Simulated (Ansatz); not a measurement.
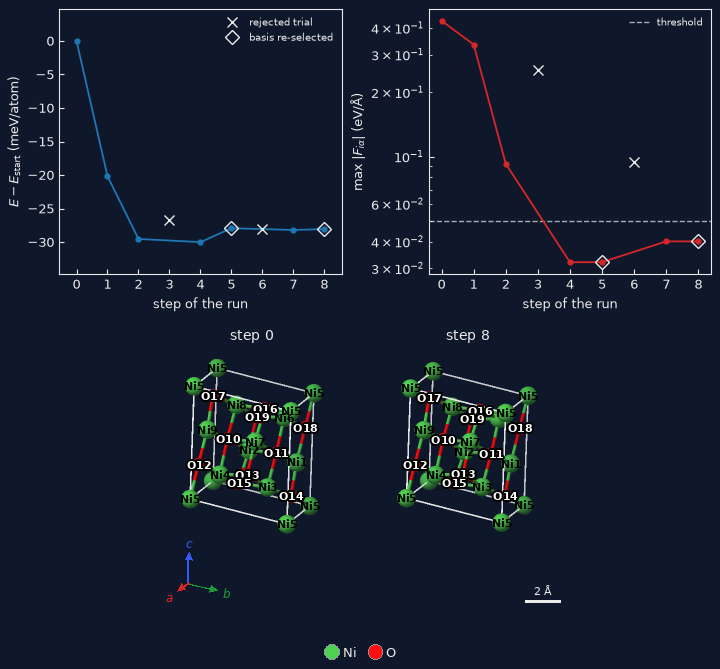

First and last geometry of a relaxation of crystalline Ni₉O₁₀ (set up in P-1) (coarse preliminary run), with the history of the run. The picture is a ball-and-stick view of the cell of the calculation, seen slightly off an axis.

Computed with DFT PBEsol, scalar-relativistic, plane waves, PAW in Ansatz 0.2.0. (plane-wave cutoff 420 eV; k-point mesh 4 × 4 × 4; occupations gaussian; smearing width 0.1 eV; collinear spin; cell and atoms relaxed; force threshold 0.05 eV/Å; at most 80 steps)

**Read the history and describe the run.**

It converged. After 4 accepted moves (8 points after the start) the energy has fallen by 28.1 meV per atom. Largest force component: 0.43 eV/Å at the start, 0.04 eV/Å at the end. The pressure goes from −12.01 to −0.02 GPa. The line search rejected the trial steps at points 3, 6 of the run. The SCF was repeated twice at an unchanged geometry on a basis and grid sized afresh for the cell, which shifted the energy by 2.1 meV per atom at most. The largest moves relative to the cell, 0.048 Å, are those of O10 and O11. O10 goes roughly along [−3 −1 1]. By element the largest moves are O 0.048 Å, Ni 0.039 Å. Cell: a 5.097 → 4.997 Å (−2.0 %), b 5.892 → 5.785 Å (−1.8 %), c 6.646 → 6.463 Å (−2.8 %), α 102.8° → 102.7°, β 97.9° → 97.1°, γ 106.9° → 107.1°. Volume −6.2 %. Some distances before and after: Ni5–O12 2.103 → 2.008 Å, Ni1–O14 2.058 → 1.967 Å, Ni4–O17 2.106 → 2.017 Å, Ni2–O15 2.070 → 1.988 Å. Among the angles between lasting bonds that change: O10–Ni1–O13 173.6° → 169.8°, Ni1–O13–Ni4 171.0° → 167.8°, O10–Ni2–O13 172.5° → 169.5°. The space group stays P-1 (No. 2). The run may lie on a higher electronic state than the lowest, so the end point isn't shown to be the ground-state structure.

```tsv
step	E − E(0), meV/atom	largest force component, eV/Å	pressure, GPa	volume, Å³/atom	note
0	0.00	0.4323	-12.01	9.568	
1	-20.18	0.3348	-6.38	9.272	
2	-29.53	0.0925	1.19	8.942	
3	-26.74	0.2545	-0.95	9.066	rejected
4	-30.01	0.0320	-0.13	9.002	
5	-27.93	0.0321	-0.47	9.002	same geometry, new basis
6	-28.10	0.0944	0.32	8.959	rejected
7	-28.19	0.0401	-0.01	8.974	
8	-28.06	0.0401	-0.02	8.974	same geometry, new basis
```
